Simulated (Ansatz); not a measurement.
## PbSe: a changed input and its effect

System: PbSe (P6₃mc, 4 atoms in the cell).
Method of run A: DFT, r2SCAN, plane waves, PAW, no spin polarisation (Ansatz 0.2.0).

The structure was built on a prototype by a generator. The geometry comes from this level: r2SCAN (a point of a series of strains). Text and figures count atoms from 1; the logs count them from 0 in places.

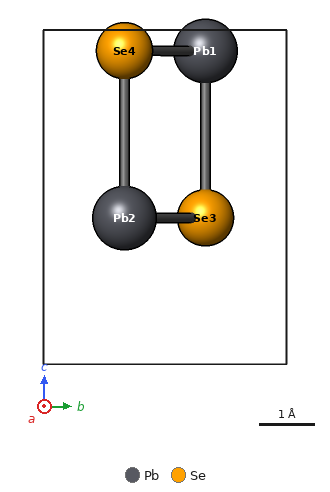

Fig. 1: The structure as given in the input (ball-and-stick view of the cell of the calculation, along the a axis; atoms are numbered from 1 in the order of the input). Near neighbours in the crystal (not all of them lie inside the picture): Pb has 5 Se at 2.99 to 3.09 Å; Se has 5 Pb at 2.99 to 3.09 Å.

### Input, run A
```yaml
crystal:
  lattice:
    - [5.1741442664, 0.0, 0.0]
    - [-2.5870721332, 4.4809403775, 0.0]
    - [0.0, 0.0, 6.1644360317]
  atoms:
    - { symbol: Pb, position: [0.3333333333, 0.6666666667, -0.062920459] }
    - { symbol: Pb, position: [0.6666666667, 0.3333333333, 0.437079541] }
    - { symbol: Se, position: [0.3333333333, 0.6666666667, 0.437920459] }
    - { symbol: Se, position: [0.6666666667, 0.3333333333, 0.937920459] }
kpoints:
  mp_grid: { grid: [6, 6, 4] }
  band_path:
    path:
      - [0.0, 0.0, 0.0]
      - [0.5, 0.0, 0.0]
      - [0.3333333333, 0.3333333333, 0.0]
      - [0.0, 0.0, 0.5]
      - [0.5, 0.0, 0.5]
      - [0.3333333333, 0.3333333333, 0.5]
    npoints: 1
hamiltonian:
  xc: r2scan
scf:
  occupations: { method: fixed }
  n_extra_bands: 5
output:
  forces: true
  stress: true
  eigenvalues: true
  write_density: true
  write_potential: true
  elf: true
  volumetric_format: npy
```

Command:
```bash
ansatz run input.yaml --threads 4 --pin off --max-ram 3686MiB --backend cpu --events-out ev --progress --plain --runs-dir out
```

Hardware: 4 threads of an Arm (aarch64) CPU, shared host.

### Output, shortened to warnings, some set-up lines, iterations and results (run A)
```
Basis set: ecut = 500 eV, 3635 PW (Γ), exchange–correlation on 160×160×180 points (64 copies of the dense FFT grid, shifted against one another)
Symmetry: 12 space group operations
k-points: 21 of 144 (time reversal used)
Initial density: superposition of atomic densities (neutral atoms: chi_scale 0, normalization atom), corrected by the library's trained network
[...]
SCF iter   1: F=—  HF=-34800.190763 eV  |F-HF|=—  |Δ(HF+E_count)|=         —  Δρ=5.72e-3  dr2=6.18e-2  dr2_τ=7.87e-3  ethr=1.77e-3  ⟨swp⟩=5.0  Hψ=2645  notcnv=0  defer=59
SCF iter   2: F=—  HF=-34800.185588 eV  |F-HF|=—  |Δ(HF+E_count)|=   5.17e-3  Δρ=2.23e-3  dr2=8.32e-3  dr2_τ=4.49e-4  ethr=1.03e-4  ⟨swp⟩=3.0  Hψ=1577  notcnv=0  defer=61
SCF iter   3: F=—  HF=-34800.185197 eV  |F-HF|=—  |Δ(HF+E_count)|=   3.92e-4  Δρ=6.83e-4  dr2=8.26e-4  dr2_τ=2.00e-5  ethr=1.39e-5  ⟨swp⟩=2.7  Hψ=1294  notcnv=0  defer=61
SCF iter   4: F=—  HF=-34800.185430 eV  |F-HF|=—  |Δ(HF+E_count)|=   2.33e-4  Δρ=2.80e-4  dr2=8.01e-5  dr2_τ=2.95e-6  ethr=1.38e-6  ⟨swp⟩=2.0  Hψ=960  notcnv=0  defer=61
SCF iter   5: F=—  HF=-34800.185508 eV  |F-HF|=—  |Δ(HF+E_count)|=   7.74e-5  Δρ=5.15e-5  dr2=4.68e-6  dr2_τ=1.38e-7  ethr=1.34e-7  ⟨swp⟩=2.0  Hψ=908  notcnv=0  defer=23
SCF iter   6: F=—  HF=-34800.185511 eV  |F-HF|=—  |Δ(HF+E_count)|=   3.30e-6  Δρ=1.15e-5  dr2=3.13e-7  dr2_τ=9.65e-9  ethr=7.80e-9  ⟨swp⟩=2.0  Hψ=924  notcnv=0  defer=25
SCF iter   7: F=-34800.185511 eV  HF=-34800.185511 eV  |F-HF|=2.22e-8  |Δ(HF+E_count)|=   5.47e-7  Δρ=4.27e-6  dr2=2.83e-8  dr2_τ=4.35e-10  ethr=1.67e-10  ⟨swp⟩=14.2  Hψ=5861 …
SCF 1 converged in 7 iterations: F = -34800.185511 eV  dr2 = 2.83e-8
NSCF: frozen V_eff on 6 k-points
SCF converged after 7 iterations
Free energy (F): -34800.185511 eV
Harris-Foulkes:  -34800.185511 eV  (|F-HF|=2.22e-8)
Internal energy: -34800.185511 eV  (E = F + TS)
E sigma→0 (E₀):  -34800.185511 eV
Fermi energy:    6.174415 eV
--- Per-component energies (eV) ---
  E_band       = -1045.575135
  E_kinetic    = 810.351330
  E_local      = -8337.812696  (includes V_loc(G=0)·N_el)
  E_nonlocal   = -489.759708
  E_hartree    = 3853.177981
  E_xc         = -613.951881
  E_vxc        = -502.602131  (∫ρ·V_xc dr)
  E_paw        = -24712.084198  (= ΣΔE_a)
  E_vpaw       = -263.879473  (= ΣTr[D̂ρ^β])
  E_aug_tail   = -0.000370  (compensation charges beyond the density's cutoff)
  E_vtau       = 31.777456  (kinetic-family band-sum trace: ∫τ·v_τ [+ j·A + Jᵃ·Aᵃ] dr)
  E_ewald      = -5308.507434
  E_core_change = -1.598536  (= ΣΔE_core)
  E_smearing   = -0.000000  (= −TS)
  E_closure    = -0.000000  (closes the sum)
  Σ components = -34800.185511   (vs F -34800.185511, Δ=0.00e0)
--- Forces (eV/Å), atoms counted from 1 ---
  atom   1  Pb     0.00000000     0.00000000     0.00110139
  atom   2  Pb     0.00000000    -0.00000000     0.00110139
  atom   3  Se    -0.00000000     0.00000000    -0.00110266
  atom   4  Se     0.00000000    -0.00000000    -0.00110266
  max |Σ_I F_I| component: 2.54e-6 eV/Å
--- Stress (GPa, compression-positive) ---
        0.077058       0.000000       0.000000
        0.000000       0.077058      -0.000000
        0.000000      -0.000000       0.834549
  P = ⅓ Tr σ = 0.3296 GPa (3.296 kbar)
```

The input of run B differs as follows (lines with − go, lines with + come):
```diff
-  xc: r2scan
+  xc: pbe
-  occupations: { method: fixed }
+  occupations: { method: fermi_dirac, width: 0.02 }
```

Predict how the results change.

The total energies belong to different methods, so their difference says nothing on which is more stable or more accurate. The gap on the mesh goes from 1.48 to 1.16 eV. The pressure goes from 0.33 to 1.14 GPa. The functional changes from r2SCAN to PBE. The number of SCF iterations is the same. The default cutoff goes from 500 to 420 eV with the change. The plane waves at Γ go from 3635 to 2799.

### Output, shortened to warnings, some set-up lines, iterations and results (run B)
```
Basis set: ecut = 420 eV, 2799 PW (Γ), exchange–correlation on 72×72×90 points (8 copies of the dense FFT grid, shifted against one another)
Symmetry: 12 space group operations
k-points: 21 of 144 (time reversal used)
Initial density: superposition of atomic densities (neutral atoms: chi_scale 0, normalization atom), corrected by the library's trained network
[...]
SCF iter   1: F=—  HF=-34752.912578 eV  |F-HF|=—  |Δ(HF+E_count)|=         —  Δρ=1.26e-3  dr2=4.64e-3  ethr=1.77e-3  ⟨swp⟩=7.9  Hψ=3120  notcnv=0
SCF iter   2: F=—  HF=-34752.910321 eV  |F-HF|=—  |Δ(HF+E_count)|=   2.26e-3  Δρ=6.65e-4  dr2=1.03e-3  ethr=7.73e-6  ⟨swp⟩=2.3  Hψ=1621  notcnv=0  defer=20
SCF iter   3: F=—  HF=-34752.910688 eV  |F-HF|=—  |Δ(HF+E_count)|=   3.67e-4  Δρ=2.44e-4  dr2=2.17e-4  ethr=1.71e-6  ⟨swp⟩=2.0  Hψ=1368  notcnv=0  defer=20
SCF iter   4: F=—  HF=-34752.910794 eV  |F-HF|=—  |Δ(HF+E_count)|=   1.06e-4  Δρ=1.13e-4  dr2=4.34e-5  ethr=3.62e-7  ⟨swp⟩=2.0  Hψ=924  notcnv=0  defer=20
SCF iter   5: F=—  HF=-34752.910835 eV  |F-HF|=—  |Δ(HF+E_count)|=   4.05e-5  Δρ=4.59e-5  dr2=4.67e-6  ethr=7.24e-8  ⟨swp⟩=2.3  Hψ=1109  notcnv=0  defer=20
SCF iter   6: F=—  HF=-34752.910839 eV  |F-HF|=—  |Δ(HF+E_count)|=   4.31e-6  Δρ=1.60e-5  dr2=5.10e-7  ethr=7.79e-9  ⟨swp⟩=2.1  Hψ=1143  notcnv=0  defer=20
SCF iter   7: F=-34752.910843 eV  HF=-34752.910842 eV  |F-HF|=1.57e-7  |Δ(HF+E_count)|=   3.41e-6  Δρ=3.01e-6  dr2=1.48e-8  ethr=1.67e-10  ⟨swp⟩=13.1  Hψ=6122  notcnv=0
SCF 1 converged in 7 iterations: F = -34752.910843 eV  dr2 = 1.48e-8
  Residual-converged pass: ⟨swp⟩=1.0  Hψ=819  notcnv=0  max |occ|·‖R‖ = 6.9e-9 eV (tolerance 1.0e-8 eV)  dr2=1.48e-8  dr2_onsite=1.08e-8  max |Δocc| = 1.2e-24
NSCF: frozen V_eff on 6 k-points
SCF converged after 7 iterations
Free energy (F): -34752.910843 eV
Harris-Foulkes:  -34752.910842 eV  (|F-HF|=1.57e-7)
Internal energy: -34752.910843 eV  (E = F + TS)
E sigma→0 (E₀):  -34752.910843 eV
Fermi energy:    6.934332 eV
--- Per-component energies (eV) ---
  E_band       = -1001.810629
  E_kinetic    = 811.242572
  E_local      = -8331.715147  (includes V_loc(G=0)·N_el)
  E_nonlocal   = -492.209258
  E_hartree    = 3848.071536
  E_xc         = -650.744199
  E_vxc        = -461.701195  (∫ρ·V_xc dr)
  E_paw        = -24629.047741  (= ΣΔE_a)
  E_vpaw       = -223.563751  (= ΣTr[D̂ρ^β])
  E_aug_tail   = -0.001172  (compensation charges beyond the density's cutoff)
  E_ewald      = -5308.507434
  E_smearing   = -0.000000  (= −TS)
  E_closure    = 0.000000  (closes the sum)
  Σ components = -34752.910843   (vs F -34752.910843, Δ=0.00e0)
--- Forces (eV/Å), atoms counted from 1 ---
  atom   1  Pb    -0.00000000     0.00000000     0.00238993
  atom   2  Pb     0.00000000    -0.00000000     0.00238993
  atom   3  Se    -0.00000000     0.00000000    -0.00238954
  atom   4  Se     0.00000000    -0.00000000    -0.00238954
  max |Σ_I F_I| component: 7.73e-7 eV/Å
--- Stress (GPa, compression-positive) ---
        0.827549       0.000000      -0.000000
        0.000000       0.827549       0.000000
       -0.000000       0.000000       1.751305
  P = ⅓ Tr σ = 1.1355 GPa (11.355 kbar)
```

### The two runs side by side

| quantity | run A | run B |
| --- | --- | --- |
| outcome | converged | converged |
| free energy per atom (eV) | −8700.0464 | −8688.2277 |
| gap on the mesh (eV) | 1.48 | 1.16 |
| pressure (GPa) | 0.33 | 1.14 |
| largest force (eV/Å) | 0.001 | 0.002 |
| SCF iterations | 7 | 7 |
| irreducible k-points | 21 | 21 |
| plane waves at Γ | 3635 | 2799 |
| wall time (shared host) | 12 s | 6.8 s |

For both runs: Spin–orbit coupling is left out, which matters for Pb.
